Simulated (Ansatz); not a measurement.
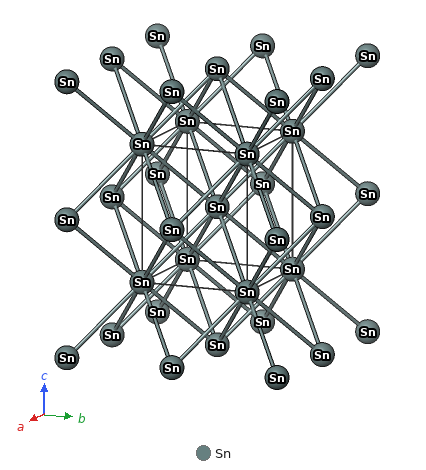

Drawn in the ball-and-stick manner and seen slightly off an axis. The parallelepiped is the conventional unit cell. Bonded atoms from the next cells complete the picture.

Sn, space group I4/mmm (No. 139), a = 3.509 Å, b = 3.509 Å, c = 4.335 Å, α = 90.00°, β = 90.00°, γ = 90.00°. The starting point was a structure listed in the Materials Project. Earlier steps of the study may have refined or changed the cell and positions. It was run through Ansatz as a DFT input.

This one geometry was computed with Ansatz (DFT, plane waves, PAW) at four levels of theory: PBE+D3(BJ), r2SCAN, PBE+D3(BJ) with spin-orbit coupling and LDA.

Q: Which level gives the highest pressure at this volume, and what does that say about its equilibrium volume?

A: Highest: r2SCAN (1.0 GPa), which points to the largest equilibrium volume. Lowest, with the smallest volume: LDA (-1.9 GPa). Levels within 0.5 GPa of each other can't be told apart.

Q: How does the band gap change with the level of theory?

A: All levels give a metal.

Q: Collect the results in a table.

A:
| level | cutoff (eV) | k-mesh of the run's cell | gap (eV) | pressure (GPa) |
| --- | --- | --- | --- | --- |
| PBE+D3(BJ) | 420 | 16×16×16 | metal | 0.0 |
| r2SCAN | 500 | 16×16×16 | metal | 1.0 |
| PBE+D3(BJ) with spin-orbit coupling | 420 | 16×16×16 | metal | 0.0 |
| LDA | 420 | 16×16×16 | metal | -1.9 |

Gaps are taken on the k-mesh or band path of each run.
